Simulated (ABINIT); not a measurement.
**Beyond one shot: SiC (F-43m)**

How far does self-consistency move the gap of SiC (F-43m)?

Main program and level: ABINIT 10.8.3; PBE and many-body steps on it, plane waves.

**Experimental background.**

- Gap 2.39 eV: band gap at cryogenic temperature; bulk crystal (literature value) (quoted in “Silicon carbide diodes for neutron detection”, 2020, arxiv:2009.14696).

- Gap 2.4 eV: Tauc optical (indirect) gap of annealed polycrystalline 3C-SiC; UV-VIS spectroscopic ellipsometry, Tauc analysis; film (CVD ultrathin polycrystalline film, annealed, about 5 nm grains) (“On-Demand CMOS-Compatible Fabrication of Ultrathin Self-Aligned SiC Nanowire Arrays”, 2018, pmc:6267454).

This is a report of a sequence of runs, with most program output left out.

### Step 1. Set-up

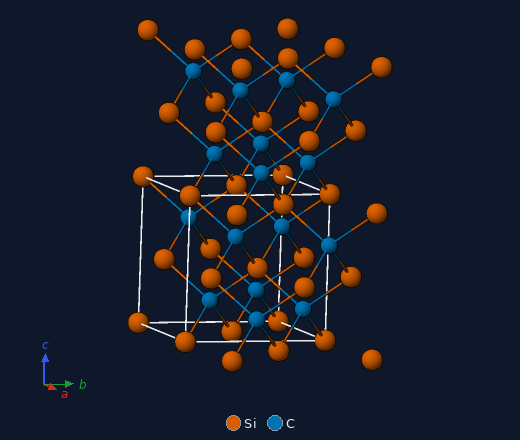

Start, viewed slightly off an axis; silicon orange, carbon blue. 2×1×2 cells are drawn. This picture shows the conventional cell, with its axes. Bonds to atoms that aren't drawn are left out. Some periodic images of atoms are drawn too.

As a file:

```cif
data_structure
_symmetry_space_group_name_H-M 'P 1'
_symmetry_Int_Tables_number 1
_cell_length_a 3.0816
_cell_length_b 3.0816
_cell_length_c 3.0816
_cell_angle_alpha 60.000
_cell_angle_beta 60.000
_cell_angle_gamma 60.000
_cell_volume 20.69
loop_
_atom_site_label
_atom_site_type_symbol
_atom_site_fract_x
_atom_site_fract_y
_atom_site_fract_z
_atom_site_occupancy
Si1 Si 0.00000 0.00000 0.00000 1
C2 C 0.25000 0.25000 0.25000 1
```

The cell and positions come from the Crystallography Open Database and are kept as given unless a step says otherwise.

### Step 2. Empty states on the mesh, 6×6×6 mesh, 165 bands

This step: ABINIT 10.8.3; DFT, PBE, plane waves, norm-conserving pseudopotentials.

The sums over transitions need many empty states on a uniform mesh; this step solves for them.

run.abi reads:

```
acell 3*1.0 Angstrom
rprim 
  -0.000000000000 2.179000000000 2.179000000000
  2.179000000000 -0.000000000000 2.179000000000
  2.179000000000 2.179000000000 -0.000000000000
ntypat 2
znucl 14 6
natom 2
typat 1 2
xred 
  0.000000000000 0.000000000000 0.000000000000
  0.250000000000 0.250000000000 0.250000000000
pp_dirpath "pseudos"
pseudos "Si.upf, C.upf"
ecut 37
ngkpt 6 6 6
nshiftk 1
shiftk 0 0 0
kptopt 1
chksymbreak 0
irdden 1
istwfk *1
nband 165
prtvol 0
optdriver 6
gwr_task "HDIAGO"
paral_kgb 0
occopt 1
indata_prefix "in"
outdata_prefix "out"
tmpdata_prefix "tmp"
```

Started as:

```console
$ OMP_NUM_THREADS=1 mpirun -n 8 abinit run.abi > log
```

Run time: 6.8 s. Hardware: 8 MPI ranks of Arm Neoverse V2, shared host; peak memory 1.5 GiB; 53 s of CPU time.

Numbers from this step:

| Quantity | Value |
| --- | --- |
| gap | 1.361 eV |
| k of the valence top | 0, 0, 0 |
| k of the conduction bottom | 0.5, 0.5, 0 |
| least direct gap | 4.553 eV |
| k points computed | 16 |
| lowest point of the top converged band, above the valence top | 198.3907 eV |

On this mesh the gap is 1.361 eV.

The density comes from a self-consistent run that is not shown.

### Step 3. Screening, 6×6×6 mesh, 157 bands, screening to 359.2 eV

The RPA dielectric matrix is built and inverted for each q.

This step: RPA screening on PBE, plane waves, norm-conserving pseudopotentials.

run.abi, as its differences from that of step 2:

```diff
@@ -20,10 +20,11 @@
 chksymbreak 0
-irdden 1
 istwfk *1
-nband 165
-prtvol 0
-optdriver 6
-gwr_task "HDIAGO"
-paral_kgb 0
 occopt 1
+irdwfk 1
+optdriver 3
+nband 157
+ecuteps 13.2
+inclvkb 2
+awtr 1
+symchi 1
 indata_prefix "in"
```

Run time: 39 s. Hardware: 8 MPI ranks; peak memory 1.6 GiB.

Numbers from this step:

* ε∞ with local fields, on this mesh, along the program's q direction: 7.082
* the same without local fields: 7.744
* plasma frequency: 23.09 eV
* plane waves in the screening matrix: 331

Local fields lower ε∞ by 9 %.

### Step 4. G0W0

The self-energy is evaluated for the states that the input lists, and the levels follow from it, in one-shot runs by the linearised quasiparticle equation.

This step: G0W0 on PBE, plane waves, norm-conserving pseudopotentials.

run.abi, as its differences from that of step 3:

```diff
@@ -23,8 +23,19 @@
 irdwfk 1
-optdriver 3
+optdriver 4
 nband 157
+gwcalctyp 0
+ecutsigx 37
+symsigma 1
+nkptgw 3
+kptgw 
+  0.0000000000 0.0000000000 0.0000000000
+  0.5000000000 0.5000000000 0.0000000000
+  0.5000000000 0.0000000000 0.0000000000
+bdgw 
+  2 8
+  3 6
+  3 7
 ecuteps 13.2
-inclvkb 2
-awtr 1
-symchi 1
+irdscr 1
+ppmodel 1
 indata_prefix "in"
```

Wall time 34 s (8 MPI ranks); peak memory 2.1 GiB.

This step gave:

- G0W0 gap on the points computed: 2.133 eV
- starting gap on the mesh: 1.361 eV
- k of the valence top: 0, 0, 0
- k of the conduction bottom: 0.5, 0.5, 0
- Z at the valence top: 0.792
- Z at the conduction bottom: 0.82
- least direct G0W0 gap on the computed points: 5.611 eV

The gap on the mesh goes from 1.36 eV to 2.13 eV, a correction of +0.77 eV.

### Step 5. evGW0, cycle 1

This step: evGW0 on PBE, plane waves, norm-conserving pseudopotentials.

run.abi, as its differences from that of step 4:

```diff
@@ -25,14 +25,40 @@
 nband 157
-gwcalctyp 0
+gwcalctyp 10
 ecutsigx 37
 symsigma 1
-nkptgw 3
+nkptgw 16
 kptgw 
   0.0000000000 0.0000000000 0.0000000000
+  0.1666666667 0.0000000000 0.0000000000
+  0.3333333333 0.0000000000 0.0000000000
+  0.5000000000 0.0000000000 0.0000000000
+  0.1666666667 0.1666666667 0.0000000000
+  0.3333333333 0.1666666667 0.0000000000
+  0.5000000000 0.1666666667 0.0000000000
+  -0.3333333333 0.1666666667 0.0000000000
+  -0.1666666667 0.1666666667 0.0000000000
+  0.3333333333 0.3333333333 0.0000000000
+  0.5000000000 0.3333333333 0.0000000000
+  -0.3333333333 0.3333333333 0.0000000000
   0.5000000000 0.5000000000 0.0000000000
-  0.5000000000 0.0000000000 0.0000000000
+  0.5000000000 0.3333333333 0.1666666667
+  -0.3333333333 0.3333333333 0.1666666667
+  -0.3333333333 0.5000000000 0.1666666667
 bdgw 
-  2 8
-  3 6
-  3 7
+  1 8
+  1 8
+  1 8
+  1 8
+  1 8
+  1 8
+  1 8
+  1 8
+  1 8
+  1 8
+  1 8
+  1 8
+  1 8
+  1 8
+  1 8
+  1 8
 ecuteps 13.2
```

It took 14 min on 8 MPI ranks; peak memory 2.4 GiB; 1.8 h of CPU time.

Numbers from this step:

```
quasiparticle gap on the mesh                         : 2.332 eV
gap of the density functional on the mesh             : 1.361 eV
k of the valence top                                  : 0, 0, 0
k of the conduction bottom                            : 0.5, 0.5, 0
Z at the valence top                                  : 0.792
Z at the conduction bottom                            : 0.82
least direct quasiparticle gap on the computed points : 5.899 eV
```

Against G0W0 in ABINIT (6×6×6 mesh, 157 bands, screening to 359.2 eV, Godby-Needs plasmon pole), the gap moves by +0.199 eV. This first cycle still uses the starting levels; it takes the full correction, at all points of the mesh, and its linearised value is 2.133 eV.

### Step 6. evGW0, cycle 2

The corrected levels of the last cycle go back in.

run.abi, as its differences from that of step 5:

```diff
@@ -66,2 +66,3 @@
 ppmodel 1
+irdqps 1
 indata_prefix "in"
```

Wall time 14 min (8 MPI ranks); peak memory 2.4 GiB; 1.8 h of CPU time.

Numbers from this step:

* quasiparticle gap on the mesh: 2.261 eV
* gap of the density functional on the mesh: 1.361 eV
* k of the valence top: 0, 0, 0
* k of the conduction bottom: 0.5, 0.5, 0
* least direct quasiparticle gap on the computed points: 5.779 eV

Against the cycle before, the gap moves by −0.071 eV.

### Step 7. evGW0, cycle 3

run.abi is that of step 6.

Run time: 14 min. Hardware: 8 MPI ranks; peak memory 2.4 GiB.

Numbers from this step:

| Property | Result |
| --- | --- |
| quasiparticle gap on the mesh | 2.264 eV |
| gap of the density functional on the mesh | 1.361 eV |
| k of the valence top | 0, 0, 0 |
| k of the conduction bottom | 0.5, 0.5, 0 |
| least direct quasiparticle gap on the computed points | 5.789 eV |

Against the cycle before, the gap moves by +0.003 eV.

### Step 8. Screening, 6×6×6 mesh, 157 bands, screening to 359.2 eV

This step: RPA screening on PBE, plane waves, norm-conserving pseudopotentials.

run.abi reads:

```
acell 3*1.0 Angstrom
rprim 
  -0.000000000000 2.179000000000 2.179000000000
  2.179000000000 -0.000000000000 2.179000000000
  2.179000000000 2.179000000000 -0.000000000000
ntypat 2
znucl 14 6
natom 2
typat 1 2
xred 
  0.000000000000 0.000000000000 0.000000000000
  0.250000000000 0.250000000000 0.250000000000
pp_dirpath "pseudos"
pseudos "Si.upf, C.upf"
ecut 37
ngkpt 6 6 6
nshiftk 1
shiftk 0 0 0
kptopt 1
chksymbreak 0
istwfk *1
occopt 1
irdwfk 1
optdriver 3
nband 157
ecuteps 13.2
inclvkb 2
awtr 1
symchi 1
gwcalctyp 10
mbpt_sciss 1.261 eV
nqptdm 1
qptdm 
  0 0 0
indata_prefix "in"
outdata_prefix "out"
tmpdata_prefix "tmp"
```

The job ended after 3.3 s (8 MPI ranks; peak memory 1.4 GiB; 26 s of CPU time).

Numbers from this step:

| Quantity | Value |
| --- | --- |
| ε∞ with local fields, on this mesh, along the program's q direction | 6.220 |
| the same without local fields | 6.740 |
| plasma frequency | 23.09 eV |
| plane waves in the screening matrix | 331 |

This screening uses the functional's bands under a rigid shift, the mean opening of the cycle before.

### Step 9. Screening, 6×6×6 mesh, 157 bands, screening to 359.2 eV

This step: RPA screening on PBE from quasiparticle energies, plane waves, norm-conserving pseudopotentials.

run.abi, as its differences from that of step 8:

```diff
@@ -29,7 +29,21 @@
 symchi 1
+irdqps 1
 gwcalctyp 10
-mbpt_sciss 1.261 eV
-nqptdm 1
+nqptdm 15
 qptdm 
-  0 0 0
+  0.1666666667 0.0000000000 0.0000000000
+  0.3333333333 0.0000000000 0.0000000000
+  0.5000000000 0.0000000000 0.0000000000
+  0.1666666667 0.1666666667 0.0000000000
+  0.3333333333 0.1666666667 0.0000000000
+  0.5000000000 0.1666666667 0.0000000000
+  -0.3333333333 0.1666666667 0.0000000000
+  -0.1666666667 0.1666666667 0.0000000000
+  0.3333333333 0.3333333333 0.0000000000
+  0.5000000000 0.3333333333 0.0000000000
+  -0.3333333333 0.3333333333 0.0000000000
+  0.5000000000 0.5000000000 0.0000000000
+  0.5000000000 0.3333333333 0.1666666667
+  -0.3333333333 0.3333333333 0.1666666667
+  -0.3333333333 0.5000000000 0.1666666667
 indata_prefix "in"
```

mrgscr.stdin reads:

```
2
merged
q0_SCR
out_SCR
1
```

Started as:

```console
$ OMP_NUM_THREADS=1 mpirun -n 8 abinit run.abi > log; mrgscr < mrgscr.stdin
```

Elapsed: 38 s, on 8 MPI ranks; peak memory 1.5 GiB.

Numbers from this step:

- plasma frequency: 23.09 eV
- plane waves in the screening matrix: 331

This screening reads the quasiparticle levels of the cycle before.

### Step 10. evGW, cycle 1

This step: evGW on PBE, plane waves, norm-conserving pseudopotentials.

run.abi, as its differences from that of step 9:

```diff
@@ -23,12 +23,10 @@
 irdwfk 1
-optdriver 3
+optdriver 4
 nband 157
-ecuteps 13.2
-inclvkb 2
-awtr 1
-symchi 1
-irdqps 1
 gwcalctyp 10
-nqptdm 15
-qptdm 
+ecutsigx 37
+symsigma 1
+nkptgw 16
+kptgw 
+  0.0000000000 0.0000000000 0.0000000000
   0.1666666667 0.0000000000 0.0000000000
@@ -48,2 +46,23 @@
   -0.3333333333 0.5000000000 0.1666666667
+bdgw 
+  1 8
+  1 8
+  1 8
+  1 8
+  1 8
+  1 8
+  1 8
+  1 8
+  1 8
+  1 8
+  1 8
+  1 8
+  1 8
+  1 8
+  1 8
+  1 8
+ecuteps 13.2
+irdscr 1
+ppmodel 1
+irdqps 1
 indata_prefix "in"
```

Started as:

```console
$ OMP_NUM_THREADS=1 mpirun -n 8 abinit run.abi > log
```

It took 14 min on 8 MPI ranks; peak memory 2.4 GiB; 1.8 h of CPU time.

Numbers from this step:

```yaml
quasiparticle_gap_on_the_mesh: 2.453 eV
gap_of_the_density_functional_on_the_mesh: 1.361 eV
k_of_the_valence_top: 0, 0, 0
k_of_the_conduction_bottom: 0.5, 0.5, 0
least_direct_quasiparticle_gap_on_the_computed_points: 6.014 eV
```

Against G0W0 in ABINIT (6×6×6 mesh, 157 bands, screening to 359.2 eV, Godby-Needs plasmon pole), the gap moves by +0.320 eV.

### Step 11. Screening, 6×6×6 mesh, 157 bands, screening to 359.2 eV

This step: RPA screening on PBE, plane waves, norm-conserving pseudopotentials.

run.abi reads:

```
acell 3*1.0 Angstrom
rprim 
  -0.000000000000 2.179000000000 2.179000000000
  2.179000000000 -0.000000000000 2.179000000000
  2.179000000000 2.179000000000 -0.000000000000
ntypat 2
znucl 14 6
natom 2
typat 1 2
xred 
  0.000000000000 0.000000000000 0.000000000000
  0.250000000000 0.250000000000 0.250000000000
pp_dirpath "pseudos"
pseudos "Si.upf, C.upf"
ecut 37
ngkpt 6 6 6
nshiftk 1
shiftk 0 0 0
kptopt 1
chksymbreak 0
istwfk *1
occopt 1
irdwfk 1
optdriver 3
nband 157
ecuteps 13.2
inclvkb 2
awtr 1
symchi 1
gwcalctyp 10
mbpt_sciss 1.496 eV
nqptdm 1
qptdm 
  0 0 0
indata_prefix "in"
outdata_prefix "out"
tmpdata_prefix "tmp"
```

Run time: 3.3 s. Hardware: 8 MPI ranks; peak memory 1.4 GiB.

Numbers from this step:

```
ε∞ with local fields, on this mesh, along the program's q direction : 6.088
the same without local fields                                       : 6.586
plasma frequency                                                    : 23.09 eV
plane waves in the screening matrix                                 : 331
```

This screening uses the functional's bands under a rigid shift, the mean opening of the cycle before.

### Step 12. Screening, 6×6×6 mesh, 157 bands, screening to 359.2 eV

This step: RPA screening on PBE from quasiparticle energies, plane waves, norm-conserving pseudopotentials.

run.abi, as its differences from that of step 11:

```diff
@@ -29,7 +29,21 @@
 symchi 1
+irdqps 1
 gwcalctyp 10
-mbpt_sciss 1.496 eV
-nqptdm 1
+nqptdm 15
 qptdm 
-  0 0 0
+  0.1666666667 0.0000000000 0.0000000000
+  0.3333333333 0.0000000000 0.0000000000
+  0.5000000000 0.0000000000 0.0000000000
+  0.1666666667 0.1666666667 0.0000000000
+  0.3333333333 0.1666666667 0.0000000000
+  0.5000000000 0.1666666667 0.0000000000
+  -0.3333333333 0.1666666667 0.0000000000
+  -0.1666666667 0.1666666667 0.0000000000
+  0.3333333333 0.3333333333 0.0000000000
+  0.5000000000 0.3333333333 0.0000000000
+  -0.3333333333 0.3333333333 0.0000000000
+  0.5000000000 0.5000000000 0.0000000000
+  0.5000000000 0.3333333333 0.1666666667
+  -0.3333333333 0.3333333333 0.1666666667
+  -0.3333333333 0.5000000000 0.1666666667
 indata_prefix "in"
```

mrgscr.stdin is that of step 9.

Started as:

```console
$ OMP_NUM_THREADS=1 mpirun -n 8 abinit run.abi > log; mrgscr < mrgscr.stdin
```

Run time: 38 s. Hardware: 8 MPI ranks; peak memory 1.5 GiB.

This step gave:

```
plasma frequency                    : 23.09 eV
plane waves in the screening matrix : 331
```

This screening reads the quasiparticle levels of the cycle before.

### Step 13. evGW, cycle 2

This step: evGW on PBE, plane waves, norm-conserving pseudopotentials.

run.abi, as its differences from that of step 12:

```diff
@@ -23,12 +23,10 @@
 irdwfk 1
-optdriver 3
+optdriver 4
 nband 157
-ecuteps 13.2
-inclvkb 2
-awtr 1
-symchi 1
-irdqps 1
 gwcalctyp 10
-nqptdm 15
-qptdm 
+ecutsigx 37
+symsigma 1
+nkptgw 16
+kptgw 
+  0.0000000000 0.0000000000 0.0000000000
   0.1666666667 0.0000000000 0.0000000000
@@ -48,2 +46,23 @@
   -0.3333333333 0.5000000000 0.1666666667
+bdgw 
+  1 8
+  1 8
+  1 8
+  1 8
+  1 8
+  1 8
+  1 8
+  1 8
+  1 8
+  1 8
+  1 8
+  1 8
+  1 8
+  1 8
+  1 8
+  1 8
+ecuteps 13.2
+irdscr 1
+ppmodel 1
+irdqps 1
 indata_prefix "in"
```

Started as:

```console
$ OMP_NUM_THREADS=1 mpirun -n 8 abinit run.abi > log
```

Elapsed: 14 min, on 8 MPI ranks; peak memory 2.4 GiB; 1.9 h of CPU time.

This step gave:

```yaml
quasiparticle_gap_on_the_mesh: 2.473 eV
gap_of_the_density_functional_on_the_mesh: 1.361 eV
k_of_the_valence_top: 0, 0, 0
k_of_the_conduction_bottom: 0.5, 0.5, 0
least_direct_quasiparticle_gap_on_the_computed_points: 6.038 eV
```

Against the cycle before, the gap moves by +0.020 eV.

(Continued in part 2 of 2.)

[Paths, hosts, dates, memory and timing lines, banners, echoed tables and standing remarks are left out of the program output.]

[Logs are printed without paths, hosts, clocks, repeated set-up lines and the standing remarks that a program may print on its own settings, such as how far it seeks lower states.]

[Runs of the session that timed out or met a known fault of the program may be left out.]

[Hosts, paths, dates, database ids (printed as entryN), source tags and the programs' standing remarks are cut or masked in the printed files.]

[G0W0 gaps are taken among the corrected bands and points alone; a level outside them can change the order at an edge.]

[Where Ansatz stands beside ABINIT at settings called matched, ABINIT's density can come from a denser mesh and the files from another edition; pairs whose starting gaps differed by over 0.03 eV were left out, so agreement reads better than it is.]
